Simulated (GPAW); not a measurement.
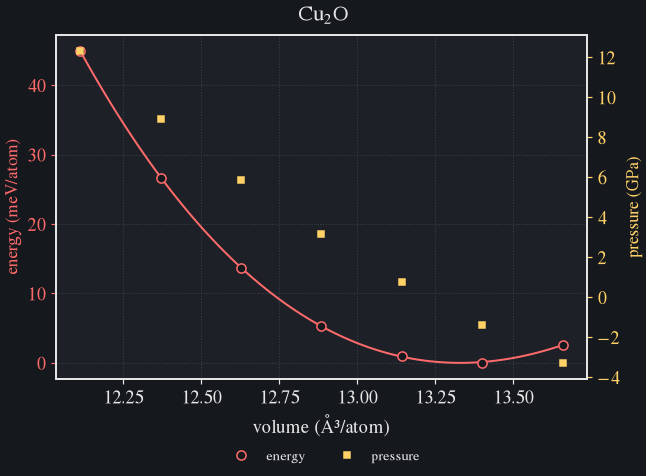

The plot gives the computed energy and pressure against volume for Cu₂O, space group Pn-3m (No. 224).

Cell as given: a = 4.260 Å, b = 4.260 Å, c = 4.260 Å, α = 90.00°, β = 90.00°, γ = 90.00°; 6 atoms.

Method: PAW DFT in plane waves, on a grid or in atomic orbitals, no spin polarisation; energies at scaled volumes of the given cell, shape and fractions fixed, counted from the fit's minimum, third-order Birch-Murnaghan fit (GPAW 26.7.0). Level: mBEEF.

k mesh 5×5×5; occupations Fermi–Dirac; smearing width 0.05 eV; potentials GPAW PAW data sets (gpaw data 1.2.1); wave cutoff 800 eV; program settings basis pw.

Tabulate the plotted points.

```csv
volume (Å³/atom),energy (meV/atom),pressure (GPa)
12.11,44.93,12.32
12.37,26.70,8.91
12.63,13.69,5.87
12.88,5.28,3.16
13.14,1.04,0.74
13.40,-0.07,-1.38
13.66,2.63,-3.31
```

Caveats: the fit and the printed pressures don't fully agree.
